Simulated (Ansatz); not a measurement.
Molecular dynamics of MoS$_{2}$ (part 3 of 3)

The same run, continued: MoS$_{2}$ (P-3m1, 12 atoms in the cell); DFT, PBEsol, plane waves, PAW, no spin polarisation (Ansatz 0.2.0); cutoff 420 eV, 3×3×2 k-mesh, Fermi–Dirac smearing of 0.039 eV. The structure was built on a prototype by a generator. The geometry comes from this level: r2scan-rvv10. It belongs to a series of runs on one base structure; here: NVT, Nosé–Hoover thermostat at 450 K.

Geometry of the input (Å; fractional positions):
```
6.4405  0.0000  0.0000
-3.2202  5.5776  0.0000
0.0000  0.0000  5.9450
Mo 0.0000  0.0000  0.0000
S  0.1667  0.3333  0.2600
S  0.3333  0.1667  0.7400
Mo -0.0000  0.5000  0.0000
S  0.1667  0.8333  0.2600
S  0.3333  0.6667  0.7400
Mo 0.5000  0.0000  0.0000
S  0.6667  0.3333  0.2600
S  0.8333  0.1667  0.7400
Mo 0.5000  0.5000  0.0000
S  0.6667  0.8333  0.2600
S  0.8333  0.6667  0.7400
```

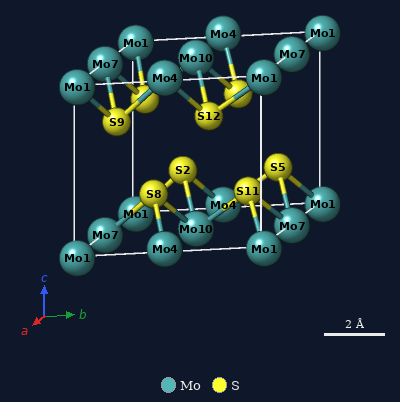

**Figure 1.** The geometry at step 16 of the log (ball-and-stick view of the cell of the calculation, seen slightly off an axis; atoms are numbered from 1 in the order of the input).

Trajectory as extended XYZ, continued
```
12
Lattice="6.4405 0.0000 0.0000 -3.2202 5.5776 0.0000 0.0000 0.0000 5.9450" Properties=species:S:1:pos:R:3:forces:R:3 step=11 time_fs=16.5 energy=-26677.18603 temperature=352.3
Mo    0.0090    0.0764   -0.0371   -0.1252   0.3096   0.4992
S     0.0288    1.8071    1.5821    0.1042   0.3164   0.3065
S     1.5642    0.9286    4.3864    0.6465   0.2961  -0.4445
Mo   -1.5857    2.7283    0.0681    0.6699  -0.2336  -0.9167
S    -1.6081    4.6336    1.5440    0.0572   0.2384  -0.3984
S    -0.0855    3.7021    4.3706    0.7943   0.1717   0.7285
Mo    3.1983    0.0334   -0.0232    0.1498   0.0623   0.1584
S     3.2982    1.8240    1.5588   -0.9535   0.0296   0.1326
S     4.8637    0.9833    4.3888   -0.4993  -0.4350  -0.1062
Mo    1.5760    2.7613    0.0085   -0.2821  -0.5958  -0.5293
S     1.6209    4.6193    1.5040   -0.1145   0.2118  -0.2656
S     3.2668    3.7472    4.3966   -0.4473  -0.3714   0.8355
12
Lattice="6.4405 0.0000 0.0000 -3.2202 5.5776 0.0000 0.0000 0.0000 5.9450" Properties=species:S:1:pos:R:3:forces:R:3 step=12 time_fs=18.0 energy=-26677.17843 temperature=347.1
Mo    0.0097    0.0837   -0.0400   -0.1315   0.3414   0.5396
S     0.0318    1.8033    1.5862    0.1035   0.3310   0.3313
S     1.5619    0.9294    4.3841    0.6858   0.3095  -0.4821
Mo   -1.5828    2.7226    0.0734    0.7193  -0.2607  -0.9709
S    -1.6077    4.6330    1.5425    0.0552   0.2487  -0.4096
S    -0.0908    3.7011    4.3704    0.8343   0.1806   0.7489
Mo    3.1964    0.0365   -0.0252    0.1597   0.0799   0.1708
S     3.3024    1.8210    1.5602   -1.0042   0.0304   0.1502
S     4.8652    0.9868    4.3877   -0.5255  -0.4528  -0.1247
Mo    1.5726    2.7582    0.0087   -0.3160  -0.6491  -0.5481
S     1.6215    4.6173    1.4993   -0.1136   0.2276  -0.2648
S     3.2696    3.7487    4.3991   -0.4670  -0.3865   0.8594
12
Lattice="6.4405 0.0000 0.0000 -3.2202 5.5776 0.0000 0.0000 0.0000 5.9450" Properties=species:S:1:pos:R:3:forces:R:3 step=13 time_fs=19.5 energy=-26677.17508 temperature=345.0
Mo    0.0103    0.0910   -0.0428   -0.1343   0.3694   0.5776
S     0.0348    1.7998    1.5905    0.1003   0.3436   0.3511
S     1.5601    0.9304    4.3814    0.7189   0.3190  -0.5136
Mo   -1.5798    2.7168    0.0785    0.7639  -0.2842  -1.0185
S    -1.6073    4.6326    1.5407    0.0515   0.2567  -0.4185
S    -0.0956    3.7002    4.3707    0.8680   0.1873   0.7631
Mo    3.1946    0.0396   -0.0271    0.1687   0.0954   0.1833
S     3.3059    1.8179    1.5617   -1.0462   0.0327   0.1633
S     4.8664    0.9900    4.3865   -0.5473  -0.4668  -0.1408
Mo    1.5692    2.7550    0.0088   -0.3500  -0.6979  -0.5622
S     1.6220    4.6154    1.4943   -0.1105   0.2432  -0.2620
S     3.2722    3.7499    4.4022   -0.4830  -0.3984   0.8773
12
Lattice="6.4405 0.0000 0.0000 -3.2202 5.5776 0.0000 0.0000 0.0000 5.9450" Properties=species:S:1:pos:R:3:forces:R:3 step=14 time_fs=21.0 energy=-26677.17645 temperature=346.2
Mo    0.0110    0.0984   -0.0454   -0.1331   0.3919   0.6124
S     0.0379    1.7965    1.5951    0.0947   0.3543   0.3652
S     1.5588    0.9316    4.3784    0.7452   0.3245  -0.5379
Mo   -1.5766    2.7110    0.0833    0.8034  -0.3025  -1.0594
S    -1.6068    4.6324    1.5386    0.0463   0.2624  -0.4252
S    -0.0998    3.6995    4.3715    0.8949   0.1916   0.7712
Mo    3.1928    0.0427   -0.0290    0.1765   0.1073   0.1961
S     3.3087    1.8149    1.5633   -1.0791   0.0370   0.1709
S     4.8671    0.9929    4.3852   -0.5646  -0.4773  -0.1538
Mo    1.5657    2.7516    0.0088   -0.3833  -0.7405  -0.5720
S     1.6224    4.6137    1.4892   -0.1052   0.2585  -0.2575
S     3.2744    3.7508    4.4059   -0.4958  -0.4070   0.8899
12
Lattice="6.4405 0.0000 0.0000 -3.2202 5.5776 0.0000 0.0000 0.0000 5.9450" Properties=species:S:1:pos:R:3:forces:R:3 step=15 time_fs=22.5 energy=-26677.18286 temperature=351.0
Mo    0.0116    0.1059   -0.0480   -0.1279   0.4080   0.6433
S     0.0411    1.7934    1.5999    0.0868   0.3632   0.3736
S     1.5580    0.9331    4.3751    0.7641   0.3257  -0.5546
Mo   -1.5732    2.7051    0.0879    0.8377  -0.3146  -1.0935
S    -1.6063    4.6324    1.5362    0.0396   0.2655  -0.4296
S    -0.1034    3.6989    4.3728    0.9149   0.1933   0.7732
Mo    3.1911    0.0458   -0.0308    0.1830   0.1148   0.2096
S     3.3108    1.8119    1.5651   -1.1024   0.0434   0.1727
S     4.8676    0.9955    4.3838   -0.5774  -0.4843  -0.1635
Mo    1.5621    2.7481    0.0086   -0.4154  -0.7759  -0.5776
S     1.6228    4.6122    1.4839   -0.0977   0.2734  -0.2512
S     3.2763    3.7515    4.4102   -0.5053  -0.4125   0.8974
12
Lattice="6.4405 0.0000 0.0000 -3.2202 5.5776 0.0000 0.0000 0.0000 5.9450" Properties=species:S:1:pos:R:3:forces:R:3 step=16 time_fs=24.0 energy=-26677.19445 temperature=359.5
Mo    0.0122    0.1135   -0.0503   -0.1187   0.4180   0.6695
S     0.0443    1.7906    1.6049    0.0766   0.3703   0.3764
S     1.5577    0.9348    4.3714    0.7752   0.3226  -0.5633
Mo   -1.5696    2.6991    0.0923    0.8663  -0.3205  -1.1208
S    -1.6058    4.6325    1.5336    0.0316   0.2660  -0.4315
S    -0.1064    3.6984    4.3747    0.9280   0.1924   0.7690
Mo    3.1894    0.0490   -0.0326    0.1880   0.1183   0.2239
S     3.3122    1.8089    1.5669   -1.1158   0.0521   0.1683
S     4.8676    0.9977    4.3823   -0.5854  -0.4881  -0.1699
Mo    1.5584    2.7444    0.0083   -0.4456  -0.8039  -0.5788
S     1.6231    4.6109    1.4784   -0.0883   0.2879  -0.2432
S     3.2778    3.7519    4.4151   -0.5117  -0.4149   0.9003
12
Lattice="6.4405 0.0000 0.0000 -3.2202 5.5776 0.0000 0.0000 0.0000 5.9450" Properties=species:S:1:pos:R:3:forces:R:3 step=17 time_fs=25.5 energy=-26677.21122 temperature=371.7
Mo    0.0127    0.1211   -0.0525   -0.1059   0.4227   0.6905
S     0.0476    1.7880    1.6103    0.0644   0.3756   0.3738
S     1.5579    0.9366    4.3672    0.7781   0.3151  -0.5639
Mo   -1.5658    2.6931    0.0964    0.8885  -0.3210  -1.1412
S    -1.6053    4.6328    1.5306    0.0222   0.2636  -0.4308
S    -0.1087    3.6981    4.3771    0.9340   0.1887   0.7584
Mo    3.1877    0.0522   -0.0343    0.1915   0.1185   0.2392
S     3.3128    1.8059    1.5689   -1.1190   0.0629   0.1576
S     4.8672    0.9997    4.3807   -0.5887  -0.4886  -0.1733
Mo    1.5546    2.7405    0.0079   -0.4734  -0.8249  -0.5754
S     1.6234    4.6098    1.4727   -0.0770   0.3017  -0.2335
S     3.2790    3.7520    4.4206   -0.5147  -0.4142   0.8987
12
Lattice="6.4405 0.0000 0.0000 -3.2202 5.5776 0.0000 0.0000 0.0000 5.9450" Properties=species:S:1:pos:R:3:forces:R:3 step=18 time_fs=27.0 energy=-26677.23304 temperature=387.4
Mo    0.0132    0.1289   -0.0546   -0.0898   0.4230   0.7055
S     0.0509    1.7857    1.6158    0.0501   0.3794   0.3659
S     1.5586    0.9387    4.3627    0.7729   0.3031  -0.5565
Mo   -1.5619    2.6869    0.1002    0.9035  -0.3171  -1.1545
S    -1.6047    4.6333    1.5274    0.0116   0.2583  -0.4277
S    -0.1104    3.6978    4.3800    0.9331   0.1821   0.7413
Mo    3.1861    0.0554   -0.0360    0.1935   0.1169   0.2554
S     3.3126    1.8030    1.5709   -1.1118   0.0759   0.1407
S     4.8664    1.0013    4.3790   -0.5868  -0.4859  -0.1739
Mo    1.5507    2.7364    0.0073   -0.4981  -0.8398  -0.5667
S     1.6236    4.6089    1.4669   -0.0639   0.3145  -0.2223
S     3.2798    3.7518    4.4267   -0.5143  -0.4106   0.8929
12
Lattice="6.4405 0.0000 0.0000 -3.2202 5.5776 0.0000 0.0000 0.0000 5.9450" Properties=species:S:1:pos:R:3:forces:R:3 step=19 time_fs=28.5 energy=-26677.25960 temperature=406.6
Mo    0.0138    0.1368   -0.0565   -0.0709   0.4201   0.7137
S     0.0543    1.7836    1.6216    0.0339   0.3819   0.3528
S     1.5599    0.9411    4.3578    0.7595   0.2867  -0.5411
Mo   -1.5577    2.6807    0.1038    0.9104  -0.3099  -1.1605
S    -1.6042    4.6340    1.5238   -0.0001   0.2499  -0.4221
S    -0.1115    3.6978    4.3834    0.9254   0.1727   0.7175
Mo    3.1846    0.0587   -0.0376    0.1943   0.1150   0.2722
S     3.3117    1.8001    1.5731   -1.0943   0.0910   0.1177
S     4.8653    1.0025    4.3771   -0.5798  -0.4801  -0.1718
Mo    1.5466    2.7321    0.0066   -0.5189  -0.8497  -0.5521
S     1.6237    4.6082    1.4610   -0.0492   0.3262  -0.2095
S     3.2803    3.7513    4.4335   -0.5101  -0.4038   0.8831
12
Lattice="6.4405 0.0000 0.0000 -3.2202 5.5776 0.0000 0.0000 0.0000 5.9450" Properties=species:S:1:pos:R:3:forces:R:3 step=20 time_fs=30.0 energy=-26677.29046 temperature=428.8
Mo    0.0143    0.1448   -0.0582   -0.0500   0.4152   0.7145
S     0.0577    1.7818    1.6277    0.0158   0.3834   0.3345
S     1.5617    0.9436    4.3526    0.7382   0.2658  -0.5178
Mo   -1.5533    2.6745    0.1071    0.9083  -0.3008  -1.1586
S    -1.6036    4.6348    1.5200   -0.0130   0.2384  -0.4143
S    -0.1120    3.6978    4.3873    0.9109   0.1606   0.6872
Mo    3.1830    0.0619   -0.0392    0.1941   0.1145   0.2890
S     3.3101    1.7973    1.5754   -1.0667   0.1079   0.0890
S     4.8637    1.0035    4.3751   -0.5674  -0.4715  -0.1671
Mo    1.5425    2.7276    0.0058   -0.5350  -0.8560  -0.5306
S     1.6239    4.6077    1.4548   -0.0330   0.3363  -0.1955
S     3.2805    3.7506    4.4408   -0.5021  -0.3939   0.8698
```

Key numbers

| quantity | value |
| --- | --- |
| outcome | finished |
| mean temperature over the second half | 369 K |
| trajectory | 20 steps, 30 fs |
| ensemble | nvt_nose_hoover |
| temperature in the input | 450 K |
| time step | 1.5 fs |
| space group of the start (tolerance 0.01 Å) | P-3m1 (164) |
| electrons treated | 104 |
| potential energy (free energy of the electrons) (last step) | −26677.2905 eV |
| Fermi energy (last step) | 10.792 eV |
| largest force (length of the vector) (last step) | 1.503 eV/Å |
| hardware | 4 threads of Intel Xeon @ 2.50GHz (Skylake/Cascade Lake), 189 GiB of memory available, shared host |
| wall time | 68 s (CPU time 4.1 min) |
| peak memory | 0.71 GiB |

The k-point mesh is coarse for a cell of this size, so the results may not be converged. So short a trajectory is not equilibrated.
